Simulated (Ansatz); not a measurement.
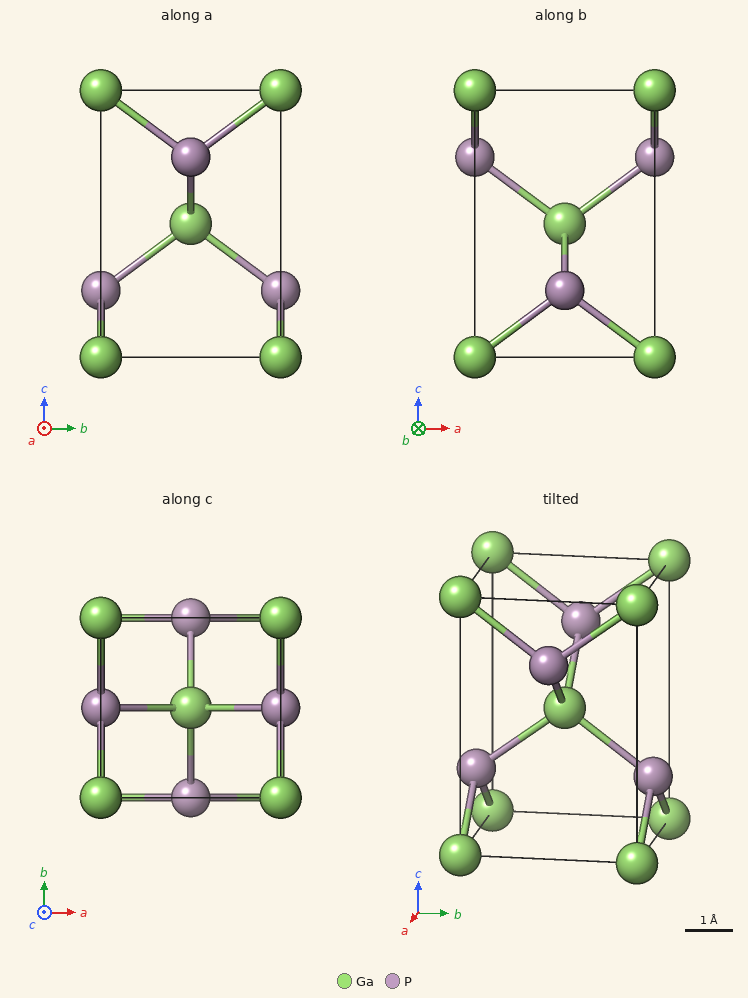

The figure gives a ball-and-stick picture of the atoms, viewed along the a axis, along the b axis, along the c axis and slightly off an axis. The lines enclose the conventional unit cell; boundary atoms appear with their images.

Lattice parameters: a = 3.8543 Å, b = 3.8543 Å, c = 5.7233 Å, α = 90.000°, β = 90.000°, γ = 90.000°.

**Give the structure in the form of a CIF in P1 with every atom of the cell.**

```cif
data_structure
_symmetry_space_group_name_H-M 'P 1'
_symmetry_Int_Tables_number 1
_cell_length_a 3.8543
_cell_length_b 3.8543
_cell_length_c 5.7233
_cell_angle_alpha 90.000
_cell_angle_beta 90.000
_cell_angle_gamma 90.000
_cell_volume 85.02
loop_
_atom_site_label
_atom_site_type_symbol
_atom_site_fract_x
_atom_site_fract_y
_atom_site_fract_z
_atom_site_occupancy
Ga1 Ga 0.0000 0.0000 0.0000 1
P1 P 0.5000 0.0000 0.2500 1
Ga2 Ga 0.5000 0.5000 0.5000 1
P2 P 0.0000 0.5000 0.7500 1
```

Source of the structure: a structure type filled with these elements by a generator (whether the compound takes this form wasn't checked). Earlier steps of the study may have refined or changed the cell and positions. It went into a calculation with Ansatz.
